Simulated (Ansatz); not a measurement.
# Geometry relaxation, with input and output: Al3N4 (part 2 of 2)

Continued. System: Al3N4 (7 atoms in the cell). Method: DFT PBE, scalar-relativistic, plane waves, PAW, no spin polarisation (Ansatz 0.2.0); cutoff 420 eV, 12×12×12 k-mesh, Gaussian smearing of 0.1 eV. The structure was made by swapping elements on the sites of another compound; it need not be a known phase. It belongs to a series of runs on one base structure; here: anti-Sn4As3 type (R-3m, No. 166).

Geometry of the input (Å; fractional positions):
```
1.5118  0.8728  8.2274
-1.5118  0.8728  8.2274
0.0000  -1.7457  8.2274
Al 0.0000  0.0000  0.0000
Al 0.5675  0.5675  0.5675
Al 0.4325  0.4325  0.4325
N  0.8723  0.8723  0.8723
N  0.1277  0.1277  0.1277
N  0.7107  0.7107  0.7107
N  0.2893  0.2893  0.2893
```

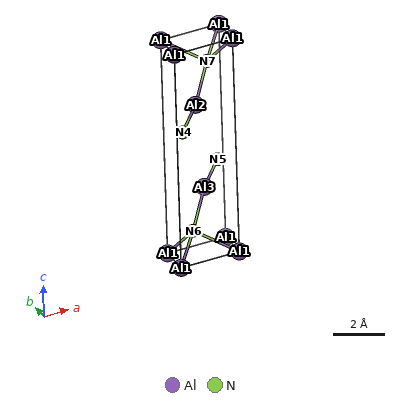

The geometry at step 3 of the log (ball-and-stick view of the reduced cell, seen slightly off an axis; atoms are numbered from 1 in the order of the input).

What the program printed, continued
```
SCF iter   1: F=—  HF=-3149.866400 eV  |F-HF|=—  |Δ(HF+E_count)|=         —  Δρ=1.84e-6  dr2=4.79e-10  ethr=1.76e-7  ⟨swp⟩=3.0  Hψ=34417  notcnv=0
eigensolver tolerance schedule: the retry pair's looser diagonalisation over-reported the residual by 106391.85 of it (diagonalisation noise at an unbounded share of the residual, at the tolerance the schedule requests for it); recorded, not acted on — ethr = c·dr2/N_el stays at c = 1.0e-1
SCF iter   2: F=—  HF=-3149.866383 eV  |F-HF|=—  |Δ(HF+E_count)|=   1.72e-5  Δρ=1.17e-6  dr2=2.28e-10  ethr=1.65e-12  ⟨swp⟩=3.5  Hψ=9947  notcnv=0
iter 3 did not close the SCF: its close was put off for the readings that it lacked (scf_convergence_deferred on its scf_iter line)
SCF iter   3: F=-3149.866383 eV  HF=-3149.866383 eV  |F-HF|=2.60e-10  |Δ(HF+E_count)|=  2.72e-10  Δρ=7.80e-7  dr2=6.53e-11  ethr=1.00e-12  ⟨swp⟩=1.0  Hψ=4158  notcnv=0
iter 4 did not close the SCF: its close was put off for the readings that it lacked (scf_convergence_deferred on its scf_iter line)
SCF iter   4: F=-3149.866383 eV  HF=-3149.866383 eV  |F-HF|=9.09e-12  |Δ(HF+E_count)|=  2.70e-10  Δρ=1.30e-7  dr2=1.54e-11  ethr=1.00e-12  ⟨swp⟩=1.6  Hψ=5152  notcnv=0
iter 5 did not close the SCF: its close was put off for the readings that it lacked (scf_convergence_deferred on its scf_iter line)
SCF iter   5: F=-3149.866383 eV  HF=-3149.866383 eV  |F-HF|=4.55e-13  |Δ(HF+E_count)|=  1.82e-12  Δρ=3.46e-8  dr2=7.25e-13  ethr=1.00e-12  ⟨swp⟩=1.0  Hψ=4158  notcnv=0
iter 6 did not close the SCF: its close was put off for the readings that it lacked (scf_convergence_deferred on its scf_iter line)
SCF iter   6: F=-3149.866383 eV  HF=-3149.866383 eV  |F-HF|=4.55e-13  |Δ(HF+E_count)|=  4.55e-13  Δρ=1.83e-8  dr2=1.13e-13  ethr=1.00e-12  ⟨swp⟩=1.0  Hψ=4158  notcnv=0
SCF iter   7: F=-3149.866383 eV  HF=-3149.866383 eV  |F-HF|=0.00e0  |Δ(HF+E_count)|=  1.36e-12  Δρ=5.65e-9  dr2=1.26e-14  ethr=1.00e-12  ⟨swp⟩=1.9  Hψ=9912  notcnv=0
SCF 6 converged in 7 iterations: F = -3149.866383 eV  dr2 = 1.26e-14
relax step   6: F+E_penalty+E_count = -3149.86638291 eV  Δ(F+E_penalty+E_count) = +2.974e-5 eV  max|allowed force component| = 1.102e-3 eV/Å  Δτ_max = 0.0000 Å  P = -0.002 GPa  Ω = 65.102 Å³  stress off target by 4.63e-3 GPa  SCF on the basis re-selected at this cell (its energy is not comparable with the rows above)  (7 SCF iters)
```

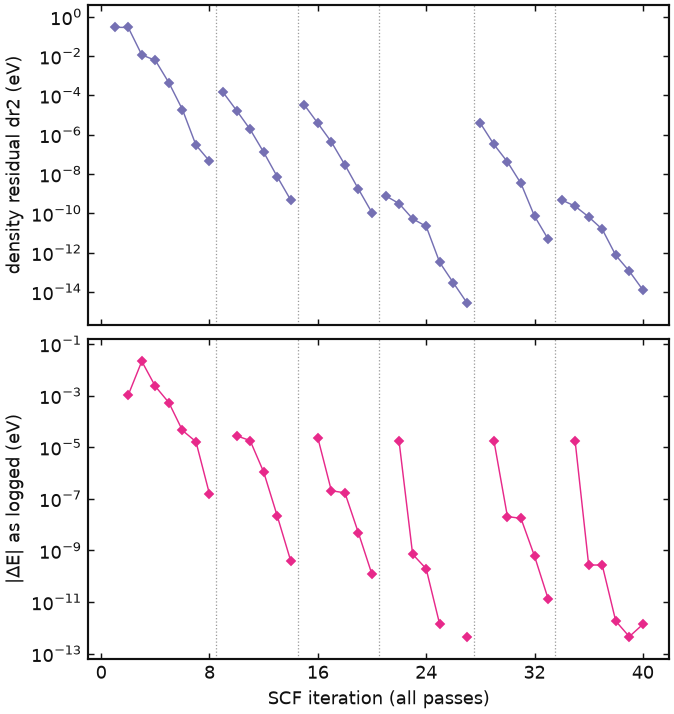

Convergence of the self-consistent field: density residual dr2 and size of the energy change against the SCF iteration. The dotted lines part the SCF passes of the relaxation: geometry steps, rejected trials and re-solves on a re-selected basis. The 6 passes take 6 to 8 iterations each, 40 in all.

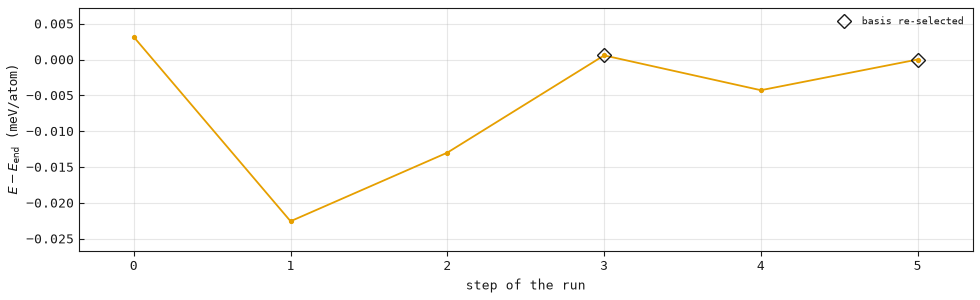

Progress of the relaxation, step by step (the first geometry is step 0 here and step 1 in the log). No atom moves by more than 0.005 Å relative to the cell. After 3 geometry steps the energy has fallen by next to nothing (0.0 meV per atom). Largest force component: 0.011 eV/Å at the start, 0.0011 eV/Å at the end. Pressure: −0.03 GPa at the start and 0.00 GPa at the end. 1 further SCF at an unchanged geometry re-selected the plane-wave basis for the new cell. The energy change given includes the shifts at the re-selections in mid-walk, which come without any move. A last SCF at the same geometry on a re-selected plane-wave basis shifts the energy by +0.0 meV per atom.

```
basis re-selected at this cell: Δ(F+E_penalty+E_count) = +2.974e-5 eV, ΔP = -0.000 GPa vs the last step (what re-selecting the basis moved, of the pressure what is left beyond the Pulay correction that the steps carried, after the strain that the cell walked since its last selection, with what the two solves' SCF thresholds leave and, on support functions, any second-order correction that the steps lacked; it is no measure of the basis error at this ecutwfc). This SCF's stress stands 4.63e-3 GPa from its target on what of the cell is left free (relax.cell.stress_tol is 5.00e-2 GPa) and its largest allowed force component is 1.10e-3 eV/Å (relax.f_tol is 1.00e-2 eV/Å): within both
SCF converged after 7 iterations
Free energy (F): -3149.866383 eV
Harris-Foulkes:  -3149.866383 eV  (|F-HF|=0.00e0)
Internal energy: -3149.849139 eV  (E = F + TS)
E sigma→0 (E₀):  -3149.857761 eV
Entropy (-TS):   -0.017244 eV (-2.463 meV/atom)
Fermi energy:    8.565818 eV
--- Per-component energies (eV) ---
  E_band       = 74.949310
  E_kinetic    = 599.303292
  E_local      = -726.639958  (includes V_loc(G=0)·N_el)
  E_nonlocal   = 212.202289
  E_hartree    = 236.245781
  E_xc         = -362.639241
  E_vxc        = -396.566125  (∫ρ·V_xc dr)
  E_paw        = -1909.869784  (= ΣΔE_a)
  E_vpaw       = -85.842118  (= ΣTr[D̂ρ^β])
  E_aug_tail   = 0.000367  (compensation charges beyond the density's cutoff)
  E_ewald      = -1198.451884
  E_smearing   = -0.017244  (= −TS)
  E_closure    = 0.000000  (closes the sum)
  Σ components = -3149.866383   (vs F -3149.866383, Δ=0.00e0)
--- Forces (eV/Å), atoms counted from 1 ---
  atom   1  Al     0.00000000    -0.00000000     0.00000000
  atom   2  Al     0.00000000    -0.00000000     0.00110189
  atom   3  Al     0.00000000     0.00000000    -0.00110189
  atom   4  N      0.00000000     0.00000000    -0.00051677
  atom   5  N      0.00000000     0.00000000     0.00051677
  atom   6  N      0.00000000    -0.00000000     0.00105490
  atom   7  N      0.00000000     0.00000000    -0.00105490
  max |Σ_I F_I| component: 4.63e-18 eV/Å
--- Stress (GPa, compression-positive) ---
       -0.000443       0.000000      -0.000000
        0.000000      -0.000443       0.000000
       -0.000000       0.000000      -0.004634
  P = ⅓ Tr σ = -0.0018 GPa (-0.018 kbar)
--- Band table (eV; the first three rows and the last of 189) ---
  k-point 0: bands = ["-8.1170", "-6.7688", "-6.1561", "-3.9685", "2.5111", "6.2760", "6.6134", "7.1740", "7.1740", "7.6864", "7.6864", "7.9035", "7.9035", "8.4776", "8.4776", "10.1703", "13.9471", "14.1228", "16.4129", "17.1954", "18.9189", "18.9189"]
  k-point 1: bands = ["-8.0094", "-6.6846", "-6.0627", "-3.9407", "2.6197", "5.9756", "6.1886", "6.7740", "7.0298", "7.5052", "7.7129", "7.9042", "7.9334", "8.1394", "8.4776", "10.0562", "14.3919", "14.5227", "16.6351", "17.4269", "18.2292", "19.1474"]
  k-point 2: bands = ["-7.6927", "-6.4393", "-5.7957", "-3.8746", "2.9289", "5.0580", "5.2990", "5.8636", "6.7050", "7.0627", "7.1256", "7.9278", "7.9349", "8.0395", "8.4110", "9.7322", "15.1167", "15.3085", "16.8388", "17.5880", "17.8313", "19.1580"]
  k-point 188: bands = ["-7.9278", "-7.4105", "-4.9333", "-4.8511", "3.4004", "4.3644", "7.2873", "7.2873", "7.4086", "7.4086", "8.2033", "8.2033", "8.3428", "8.3428", "8.5111", "9.2393", "14.1367", "14.3245", "16.3247", "16.8094", "18.8475", "18.8475"]
--- Relaxed structure (4 steps of the walk, 4 accepted, 2 SCFs on fresh bases) ---
  F+E_penalty+E_count = -3149.86638291 eV   max|allowed force component| = 1.102e-3 eV/Å   (the final SCF, on the basis selected at the relaxed cell)
  cell:  # Å, volume = 65.1020 Å³
    - [1.5119406437171643, 0.8729193376488411, 8.221182844700802]
    - [-1.5119406437171643, 0.8729193376488411, 8.221182844700802]
    - [-6.987567591265289e-19, -1.7458386752976822, 8.221182844700802]
  atoms:
    - { symbol: Al, position: [-3.1376237725408878e-21, -3.1376237725410194e-21, -3.1376237725409066e-21] }
    - { symbol: Al, position: [0.5674185738001976, 0.5674185738001976, 0.5674185738001976] }
    - { symbol: Al, position: [0.4325814261998025, 0.4325814261998025, 0.4325814261998025] }
    - { symbol: N, position: [0.8722892376628025, 0.8722892376628025, 0.8722892376628025] }
    - { symbol: N, position: [0.12771076233719744, 0.12771076233719744, 0.12771076233719744] }
    - { symbol: N, position: [0.7107240544327798, 0.7107240544327798, 0.7107240544327798] }
    - { symbol: N, position: [0.28927594556722, 0.28927594556722, 0.28927594556722] }
```

Trajectory as extended XYZ (Å, eV, eV/Å), 6 frames, from step=1 to step=6
```
7
Lattice="1.5118 0.8728 8.2274 -1.5118 0.8728 8.2274 0.0000 -1.7457 8.2274" Properties=species:S:1:pos:R:3:forces:R:3 step=1 energy=-3149.86636 pressure_GPa=-0.03
Al    0.0000    0.0000    0.0000    0.0000   0.0000   0.0000
Al    0.0000    0.0000   14.0066    0.0000   0.0000  -0.0112
Al    0.0000    0.0000   10.6755    0.0000   0.0000   0.0112
N     0.0000    0.0000   21.5314    0.0000   0.0000   0.0012
N     0.0000    0.0000    3.1507    0.0000   0.0000  -0.0012
N     0.0000    0.0000   17.5414    0.0000   0.0000   0.0011
N     0.0000    0.0000    7.1406    0.0000   0.0000  -0.0011
7
Lattice="1.5119 0.8729 8.2207 -1.5119 0.8729 8.2207 0.0000 -1.7457 8.2207" Properties=species:S:1:pos:R:3:forces:R:3 step=2 energy=-3149.86654 pressure_GPa=0.01
Al    0.0000    0.0000    0.0000    0.0000   0.0000   0.0000
Al    0.0000    0.0000   13.9930    0.0000   0.0000   0.0092
Al    0.0000    0.0000   10.6691    0.0000   0.0000  -0.0092
N     0.0000    0.0000   21.5117    0.0000   0.0000   0.0013
N     0.0000    0.0000    3.1505    0.0000   0.0000  -0.0013
N     0.0000    0.0000   17.5283    0.0000   0.0000   0.0017
N     0.0000    0.0000    7.1339    0.0000   0.0000  -0.0017
7
Lattice="1.5118 0.8728 8.2240 -1.5118 0.8728 8.2240 0.0000 -1.7457 8.2240" Properties=species:S:1:pos:R:3:forces:R:3 step=3 energy=-3149.86647 pressure_GPa=-0.01
Al    0.0000    0.0000    0.0000    0.0000   0.0000   0.0000
Al    0.0000    0.0000   13.9997    0.0000   0.0000  -0.0002
Al    0.0000    0.0000   10.6723    0.0000   0.0000   0.0002
N     0.0000    0.0000   21.5214    0.0000   0.0000   0.0010
N     0.0000    0.0000    3.1506    0.0000   0.0000  -0.0010
N     0.0000    0.0000   17.5348    0.0000   0.0000   0.0009
N     0.0000    0.0000    7.1371    0.0000   0.0000  -0.0009
7
Lattice="1.5118 0.8728 8.2240 -1.5118 0.8728 8.2240 0.0000 -1.7457 8.2240" Properties=species:S:1:pos:R:3:forces:R:3 step=4 energy=-3149.86638 pressure_GPa=-0.01
Al    0.0000    0.0000    0.0000    0.0000   0.0000   0.0000
Al    0.0000    0.0000   13.9997    0.0000   0.0000  -0.0002
Al    0.0000    0.0000   10.6723    0.0000   0.0000   0.0002
N     0.0000    0.0000   21.5214    0.0000   0.0000   0.0010
N     0.0000    0.0000    3.1506    0.0000   0.0000  -0.0010
N     0.0000    0.0000   17.5348    0.0000   0.0000   0.0009
N     0.0000    0.0000    7.1371    0.0000   0.0000  -0.0009
7
Lattice="1.5119 0.8729 8.2212 -1.5119 0.8729 8.2212 0.0000 -1.7458 8.2212" Properties=species:S:1:pos:R:3:forces:R:3 step=5 energy=-3149.86641 pressure_GPa=-0.00
Al    0.0000    0.0000    0.0000    0.0000   0.0000   0.0000
Al    0.0000    0.0000   13.9946    0.0000   0.0000   0.0011
Al    0.0000    0.0000   10.6690    0.0000   0.0000  -0.0011
N     0.0000    0.0000   21.5137    0.0000   0.0000  -0.0005
N     0.0000    0.0000    3.1498    0.0000   0.0000   0.0005
N     0.0000    0.0000   17.5290    0.0000   0.0000   0.0011
N     0.0000    0.0000    7.1346    0.0000   0.0000  -0.0011
7
Lattice="1.5119 0.8729 8.2212 -1.5119 0.8729 8.2212 0.0000 -1.7458 8.2212" Properties=species:S:1:pos:R:3:forces:R:3 step=6 energy=-3149.86638 pressure_GPa=-0.00
Al    0.0000    0.0000    0.0000    0.0000   0.0000   0.0000
Al    0.0000    0.0000   13.9946    0.0000   0.0000   0.0011
Al    0.0000    0.0000   10.6690    0.0000   0.0000  -0.0011
N     0.0000    0.0000   21.5137    0.0000   0.0000  -0.0005
N     0.0000    0.0000    3.1498    0.0000   0.0000   0.0005
N     0.0000    0.0000   17.5290    0.0000   0.0000   0.0011
N     0.0000    0.0000    7.1346    0.0000   0.0000  -0.0011
```

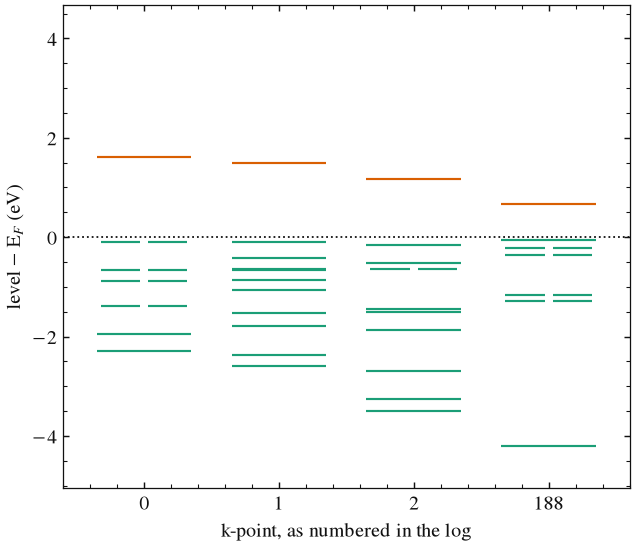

Kohn–Sham levels near the Fermi level (dotted) at the few k-points that the log prints; levels within 0.02 eV of each other stand side by side. The system is metallic on the full mesh.

Key numbers

```csv
quantity,value
outcome,converged
space group (tolerance 0.01 Å),R-3m (166)
electrons treated,29
free energy,−3149.8664 eV
Fermi energy,8.566 eV
gap on the k-point mesh,none (metallic)
pressure,0.00 GPa
final volume,65.10 Å³
largest force (length of the vector) at the end,0.001 eV/Å
final cell,"a = 8.405 Å, b = 8.405 Å, c = 8.405 Å, α = 20.73°, β = 20.73°, γ = 20.73°"
wall time,93 s
peak memory,0.49 GiB
```

Remarks

The cell holds an odd number of electrons but the run has no spin polarisation, so it comes out as a metal.
